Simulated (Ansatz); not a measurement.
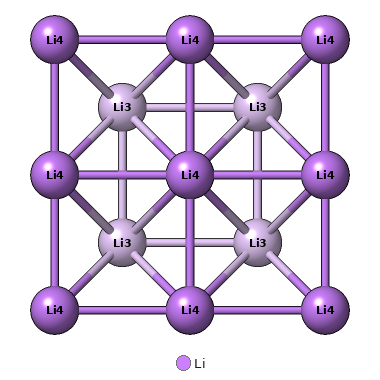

The system is F on a Li(100) slab cut from the Fm-3m phase (4 atoms of substrate and one adsorbate in a 1 × 1 cell); the picture shows it without the atoms that are moved over the map. One F atom a 1 × 1 cell is placed over a mesh of places on the rigid (1 0 0) surface, and only its height is relaxed. Places are given modulo a cell vector. The map is drawn in real space over the plane of the surface. Grid: 4 × 4 points. Energies: eV, counted from the lowest grid point. At some places the adsorbate sinks to or below the level of the top layer. With one adsorbate in each 1 × 1 cell, its nearest image is 3.1 Å away, so neighbouring adsorbates interact. Theory: Ansatz 0.2.0, DFT PBEsol, scalar-relativistic, plane waves, PAW.

Range: place along a₁ from 0.00 to 0.75; place along a₂ from 0.00 to 0.75.

What landscape does the calculation give?

Answer. The lowest grid point is at a place at or below the level of the top layer, (2/4, 2/4) of the cell vectors. The highest grid point, the top site over a surface Li atom, (0/4, 0/4) of the cell vectors, lies 3.43 eV above the lowest. At the lowest point the adsorbate has 5 Li at 2.15 Å as nearest neighbours, at the highest 1 Li at 1.57 Å. Its relaxed height above the top atom is −0.05 Å at the lowest and 1.57 Å at the highest point.

| place along a₂ ↓, place along a₁ → | 0/4 | 1/4 | 2/4 | 3/4 |
| --- | --- | --- | --- | --- |
| 3/4 | 2.88 | 2.18 | 0.17 | 2.18 |
| 2/4 | 0.77 | 0.17 | 0.00 | 0.17 |
| 1/4 | 2.88 | 2.18 | 0.17 | 2.18 |
| 0/4 | 3.43 | 2.88 | 0.77 | 2.88 |

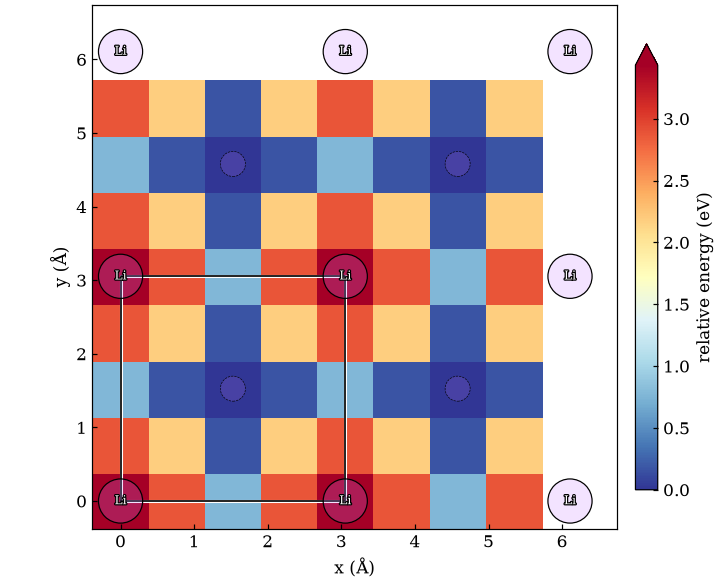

Drawn: one coloured cell a grid point, labelled circles for the atoms of the top layer and small ones for the second layer, the outline of one cell of the 2 × 2 shown, one colour for all values above the top of the scale.
